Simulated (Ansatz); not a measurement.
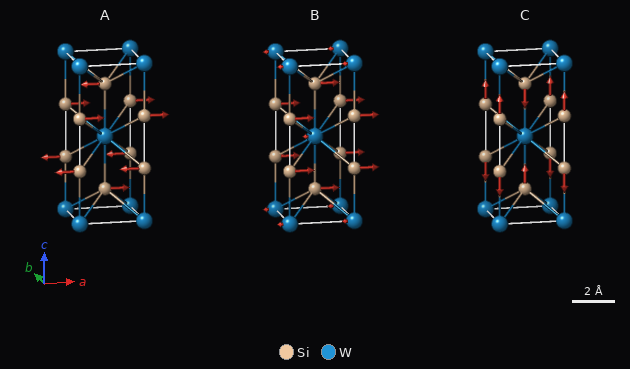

Three optical modes of a crystal of Si2W relaxed at 11 GPa at the zone centre, in no order (one member of each degenerate set). Displacements are drawn as red arrows; their common scale and sign are arbitrary. The picture is a ball-and-stick view of the conventional cell (2 times the calculation's cell), seen slightly off an axis. Lengths and directions refer to the drawn axes.

Level of theory: DFT PBE, scalar-relativistic, plane waves, PAW (Ansatz 0.2.0). Settings: plane-wave cutoff 420 eV; k-point mesh 18 × 18 × 18; occupations fermi dirac; smearing width 0.15 eV; target pressure 11 GPa; no spin polarisation.

The frequencies depend somewhat on the k-mesh and the smearing.

Rank the modes by frequency, softest first.

B (278 cm⁻¹), A (358 cm⁻¹), C (460 cm⁻¹). B, E_u: The Si sublattice moves against the W sublattice, along a; the kinetic energy is shared as Si 77 %, W 23 %. A, E_g: The W atoms stay at rest; all motion is along a; atoms of one kind move against one another, with no net shift of their sublattice. C, A₁g: The W atoms stay at rest; all motion is along c; atoms of one kind move against one another, with no net shift of their sublattice; it stretches the shortest Si–W bonds (2.59 Å). The crystal is metallic in this run.
